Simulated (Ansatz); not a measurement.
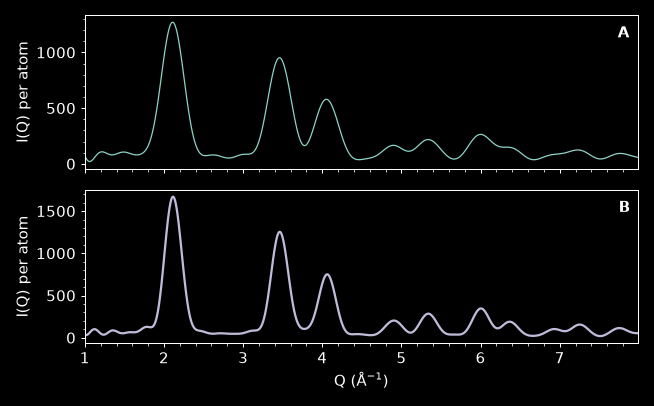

X-ray scattering of spheres cut from the crystal structure of Co (Fd-3m, a = 5.121 Å, b = 5.121 Å, c = 5.121 Å, α = 90.00°, β = 90.00°, γ = 90.00°), calculated atom by atom with the Debye equation (B = 0.5 Å², no relaxation of the surface). Structure used: the input geometry of an electronic-structure calculation (not necessarily at equilibrium); the starting structure was generated, so it need not be a known form of this composition.

The spheres are 20 and 28 Å across. Which curve is which?

curve A: 20 Å (275 atoms); curve B: 28 Å (657 atoms). Peak widths go roughly as 2π/D, so the largest sphere has the sharpest peaks.

Index the main peaks of the largest sphere.

Q ≈ 2.11 Å⁻¹: 111; Q ≈ 3.46 Å⁻¹: 220; Q ≈ 4.06 Å⁻¹: 311; Q ≈ 4.90 Å⁻¹: 400; Q ≈ 5.34 Å⁻¹: 331; Q ≈ 6.00 Å⁻¹: 422.
